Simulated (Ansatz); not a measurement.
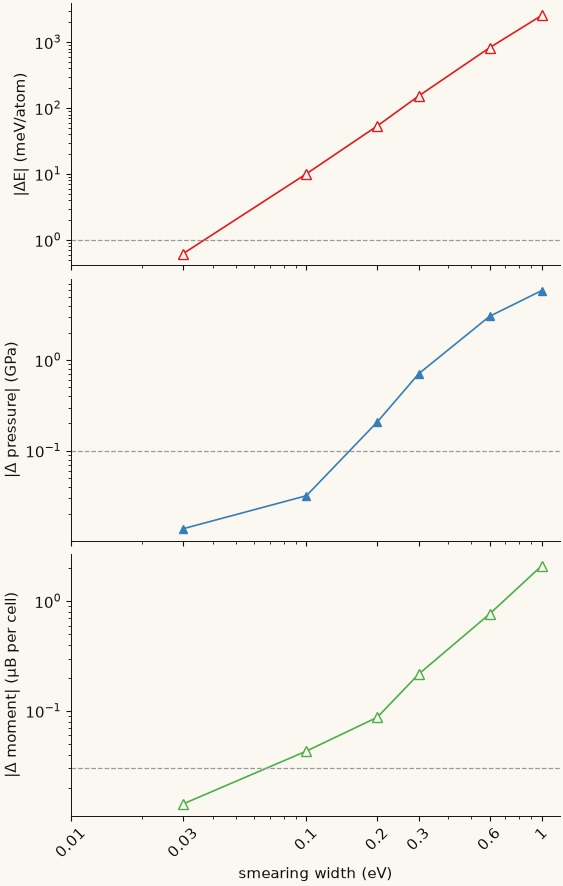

Convergence test: the smearing width is varied and all else is held.
System: Gd (P6_3/mmc, 2 atoms in the cell).
Method: DFT, r2SCAN, plane waves (500 eV) with PAW, scalar-relativistic in Ansatz 0.2.0; 10×10×6 k-mesh, collinear spins, Fermi–Dirac smearing.
ΔE is the free energy less its value at the smallest setting, 0.01 eV.
Dashed lines or grey bands mark the tolerance: 1 meV/atom, 0.1 GPa and 0.03 μB per cell.
On logarithmic panels, open markers lie below the reference value and filled ones above.

Question: What is enough for the free energy to 1 meV/atom?

Answer: The free energy is within 1 meV/atom of the smallest setting's value from 0.03 eV down. It is off by 2600 meV/atom at 1 eV, 150 meV/atom at 0.3 eV and 10 meV/atom at 0.1 eV (always below it). The free energy falls with the width because it holds the −TS term of the fractional occupations.

Question: How does the pressure behave (tolerance 0.1 GPa)?

Answer: The pressure is within 0.1 GPa of the smallest setting's value from 0.1 eV down. It is off by 5.9 GPa at 1 eV, 0.71 GPa at 0.3 eV and 0.21 GPa at 0.2 eV (always above it).

Question: How does the absolute moment ∫|m| behave (tolerance 0.03 μB per cell)?

Answer: The absolute moment ∫|m| is within 0.03 μB per cell of the smallest setting's value from 0.03 eV down. It is off by 2.1 μB per cell at 1 eV, 0.22 μB per cell at 0.3 eV and 0.043 μB per cell at 0.1 eV (always below it).
